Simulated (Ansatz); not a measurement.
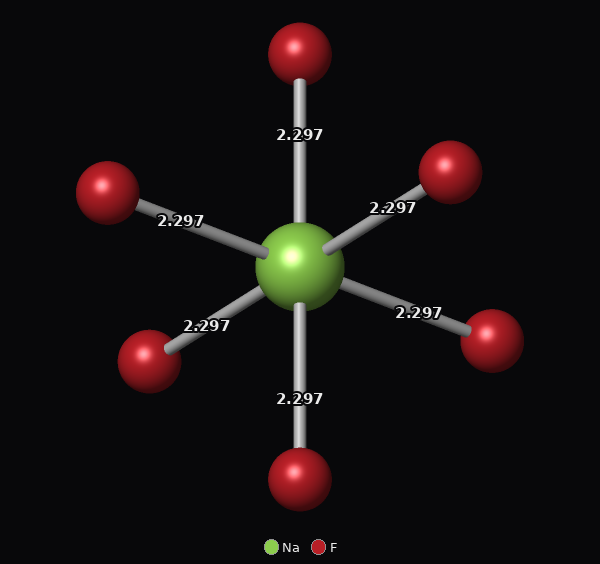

The surroundings of site Na1 (at 0.000, 0.000, 0.000) in NaF (Fm-3m), with bond lengths in Å.

The cell is taken from a calculation's input that goes back to an entry of the Crystallography Open Database (an earlier step may have relaxed or displaced it).

```
CELL_PARAMETERS angstrom
4.59448 0.00000 0.00000
0.00000 4.59448 0.00000
0.00000 0.00000 4.59448
ATOMIC_POSITIONS crystal
Na 0.00000 0.00000 0.00000
F 0.50000 0.00000 0.00000
Na 0.00000 0.50000 0.50000
F 0.50000 0.50000 0.50000
Na 0.50000 0.00000 0.50000
F 0.00000 0.00000 0.50000
Na 0.50000 0.50000 0.00000
F 0.00000 0.50000 0.00000
```

Bond valence s = exp((R0 − d)/b), R0 fitted to published crystal structures with b = 0.37 Å; R0 in Å: Na+–F 1.649.

### Calculate the bond-valence sum of Na1 from the bonds drawn.

6 × 0.174 = 1.04 v.u., against a formal valence of 1: a close match.

### And over the whole structure?

| site | x, y, z | formal valence | bond-valence sum | difference |
| --- | --- | --- | --- | --- |
| Na1 | 0.000, 0.000, 0.000 | +1 | 1.06 | 0.06 |
| F1 | 0.500, 0.000, 0.000 | −1 | 1.06 | 0.06 |

These sums include all anions within 5 Å. The global instability index (root mean square of the differences over all atoms) is 0.06 v.u.: little strain. The cell was not relaxed for this table, and a volume that is off by a few per cent shifts all sums together.
